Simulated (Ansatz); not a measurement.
System: B, space group Fd-3m (No. 227) (one of a set of cubic test structures, which need not be the stable phase).

Method: equation of state of a cubic crystal from periodic Kohn-Sham density functional theory without spin, third-order Birch-Murnaghan fit to the free energies; pressure corrected for the finite basis (Ansatz 0.2.0 development build). Level: PBE.

structure type diamond; atoms in cell 2; space group number 227; lattice centring face-centred primitive; k mesh 46×46×46; occupation method Fermi–Dirac; occupation width 0.06123 eV; wave cutoff 420 eV; datasets soft-1 PAW; density tolerance 1e−07 eV; bands 7; density cutoff ratio 4; search for lower states default.

What does the calculation give for the energy above the lowest point and pressure against volume? The volume takes the values 7.8137, 7.9800, 8.1462, 8.3125, 8.4787, 8.6450, 8.8112 Å³/atom.

A third-order Birch–Murnaghan fit gives V0 = 8.31 Å³/atom, B0 = 177 GPa and B′ = 3.5. The energy above the lowest point is 18.1 meV/atom at volume 7.8137 Å³/atom and 15.2 meV/atom at 8.8112 Å³/atom; the lowest computed point is at volume 8.3125 Å³/atom (0.0 meV/atom), in a single well. The pressure falls from 12.2 GPa at volume 7.8137 Å³/atom to −9.3 GPa at 8.8112 Å³/atom, and changes sign near 8.31 Å³/atom.

| volume (Å³/atom) | energy above the lowest point (meV/atom) | pressure (GPa) |
| --- | --- | --- |
| 7.8137 | 18.1 | 12.2 |
| 7.9800 | 7.8 | 7.8 |
| 8.1462 | 1.9 | 3.7 |
| 8.3125 | 0.0 | 0.0 |
| 8.4787 | 1.8 | −3.4 |
| 8.6450 | 6.9 | −6.5 |
| 8.8112 | 15.2 | −9.3 |

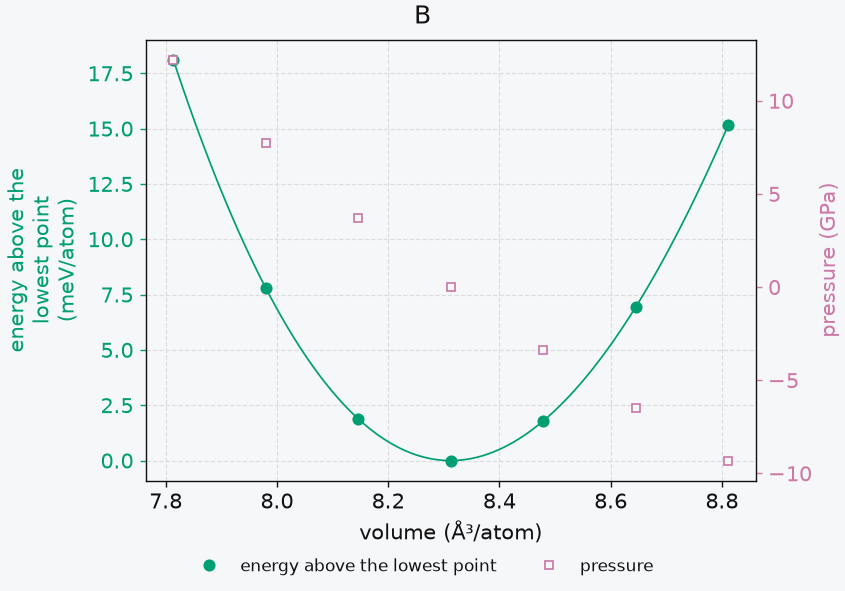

Limits of the calculation: cubic model structure, not the ambient form.
